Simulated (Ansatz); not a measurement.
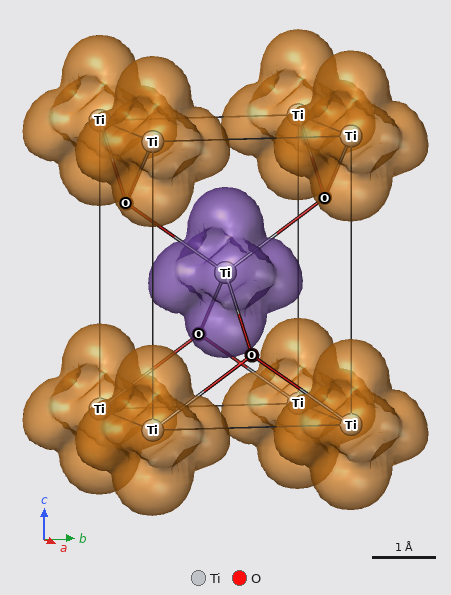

*TiO. Isosurfaces of the magnetisation density (up minus down) at +0.06 (orange) and −0.06 e/Å³ (purple), seen slightly off an axis. Sticks mark near contacts.*

Space group F-43m; started from the zinc blende prototype, which need not be the ambient phase; computed pressure about 21 GPa in this cell; Hubbard U of 4 eV on Ti d only; the program warned that a lower state may break the symmetry; spin-polarised.

Level of theory: DFT r2SCAN+U, scalar-relativistic, plane waves, PAW (Ansatz).

In a PAW calculation such maps are meaningful between the atoms, not at the nuclei.

Which atoms carry the moments, and with what signs?

Answer. The spin density sits on Ti: +1.1 μB and −1.1 μB in one cell of 4 atoms: antiferromagnetic in this solution, which needn't be the ground state, with some nearest magnetic neighbours parallel and some opposed. The cell of the calculation (4 atoms) carries 0.0 μB of net spin moment.
